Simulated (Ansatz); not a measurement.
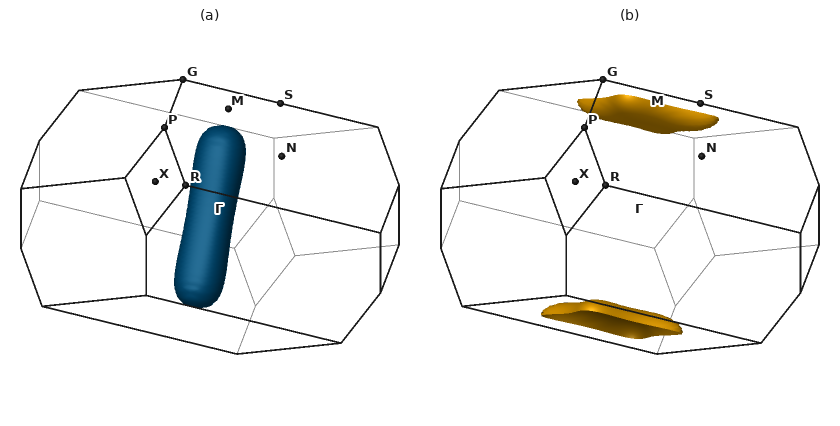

A computed Fermi surface in the first Brillouin zone. Each panel holds one band. The brighter face of a sheet looks towards empty states.

> Which lattice has this zone with these labels?

Body-centred tetragonal.

> What do the sheets look like?

Panel (a): one hole pocket centred at Γ (2.1 % of the zone).
Panel (b): one electron pocket centred at M (2.1 % of the zone).
A pocket cut by a face of the zone is counted once with the part on the opposite face.

The surface was computed for Si$_{2}$W in space group I4/mmm; other compounds with the same structure and electron count can look alike.

These are results of DFT PBE, scalar-relativistic, plane waves, PAW; levels and slopes on a dense k mesh at the converged density (Ansatz), not measurements. No spin polarisation. Mesh 24×24×24, interpolated with the band slopes. Unrelaxed database geometry (residual pressure 3 GPa).

Spin-orbit coupling is left out; with W it can split, shift or remove sheets. The mesh is coarse (steps of 0.12 Å⁻¹). Necks and pockets thinner than about two mesh steps aren't resolved, so separate pockets may in truth be joined.
